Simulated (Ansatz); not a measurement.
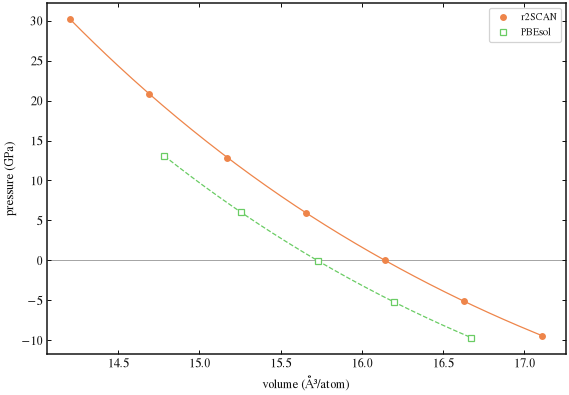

Plotted: pressure against volume, with one curve for each functional, for Zr₂N (space group P4_2/mnm).

How it was computed, with Ansatz 0.2.0: third-order Birch-Murnaghan fit to density functional energies at scaled volumes of the given relaxed cell, shape and atoms relaxed at each volume; energies count from the fitted minimum; plane waves with PAW datasets, Γ-centred k mesh. All runs: no spin polarisation.

- k mesh: 8×8×10
- occupations: Gaussian
- smearing width: 0.1 eV

Settings that differ: r2SCAN: wave cutoff 500 eV; PBEsol: wave cutoff 420 eV.

Q: Order the curves by fitted equilibrium volume, smallest first.

A: PBEsol 15.73, r2SCAN 16.14 Å³/atom.

Q: Order the curves by fitted bulk modulus, smallest first.

A: r2SCAN 183, PBEsol 187 GPa.

The computed values:

r2SCAN:
```tsv
volume (Å³/atom)	pressure (GPa)
14.205	30.16
14.689	20.88
15.173	12.86
15.657	5.94
16.142	0.00
16.626	-5.09
17.110	-9.43
```

PBEsol:
```tsv
volume (Å³/atom)	pressure (GPa)
14.785	13.05
15.257	6.01
15.729	-0.05
16.201	-5.24
16.673	-9.67
```
